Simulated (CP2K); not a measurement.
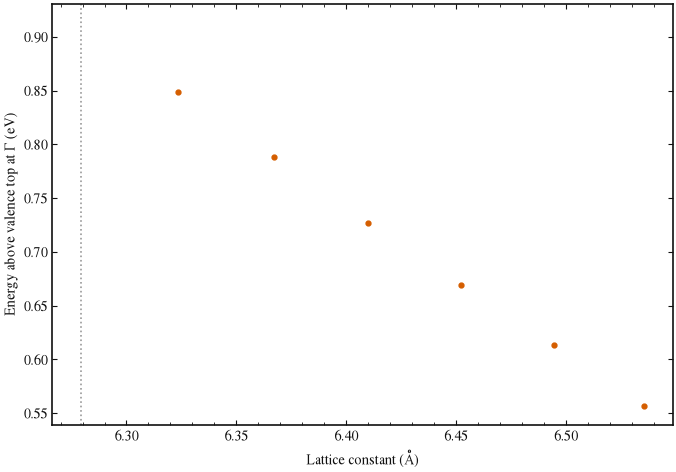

Lowest conduction level at Γ, counted from the valence-band top at Γ. One run is left out (dotted line).

System: zincblende CdTe, space group F-43m, 2 atoms in the primitive cell. The cell is scaled uniformly. CP2K 2026.2; PBEsol, POTENTIAL_UZH Te GTH-PBE-q6, Cd GTH-PBE-q12; TZVP-MOLOPT-PBE-GTH basis, no spin polarisation, no spin-orbit coupling, 7×7×7 k mesh, Fermi-Dirac smearing of 0.05 eV.

| cell | Γ (eV) |
| --- | --- |
| a = 6.323 Å | 0.85 |
| a = 6.367 Å | 0.79 |
| a = 6.410 Å | 0.73 |
| a = 6.452 Å | 0.67 |
| a = 6.494 Å | 0.61 |
| a = 6.536 Å | 0.56 |

**What does the missing run, at a = 6.279 Å, give?**

A fit through the other points against the logarithm of the volume gives 0.91 eV at Γ (a straight line). The run itself gives 0.91 eV, within 0.01 eV of the estimate.

The potentials were made for another functional. The basis of atomic orbitals isn't converged, which shifts gaps and empty levels. Spin-orbit coupling is left out, which matters for Te. LDA, GGA and most meta-GGA functionals understate gaps.
